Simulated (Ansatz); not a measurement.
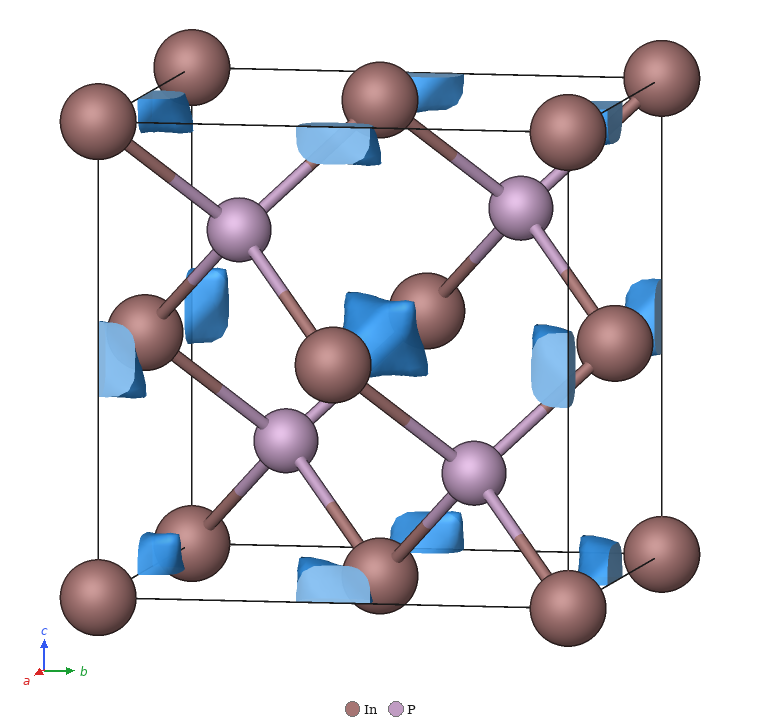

The blue surface encloses the points that the centre of a probe sphere of radius 1.05 Å can occupy in InP in space group F-43m, computed on a grid of about 0.12 Å (1×1×1 cells shown, view slightly off an axis; pale faces close the region where the box cuts it).

The atoms' radii are covalent radii (Cordero): In 1.42 Å, P 1.07 Å.

Source of the atomic positions: a calculation's input that goes back to an entry of the Crystallography Open Database (an earlier step may have relaxed or displaced it).

```xyz
8
Lattice="5.8610 0.0000 0.0000 0.0000 5.8610 0.0000 0.0000 0.0000 5.8610" Properties=species:S:1:pos:R:3 pbc="T T T"
In    0.0000    0.0000    0.0000
P     1.4652    1.4652    1.4652
In    0.0000    2.9305    2.9305
P     1.4652    4.3957    4.3957
In    2.9305    0.0000    2.9305
P     4.3957    1.4652    4.3957
In    2.9305    2.9305    0.0000
P     4.3957    4.3957    1.4652
```

Question: Do these regions connect?

Answer: They are isolated pockets that do not connect across cells.

Question: What share of the cell can the probe's centre reach?

Answer: About 1.4 % of the volume (2.8 Å³ of 201.3 Å³).

Question: Give the largest included and the largest free sphere.

Answer: The largest sphere that fits anywhere has a diameter of 2.94 Å; the largest that can travel through the crystal, about 1.9 Å.

Question: How does the connectivity change as the probe shrinks?

Answer: Below a radius of about 0.97 Å the space forms a three-dimensional network. These are grid estimates, good to about 0.05 Å.
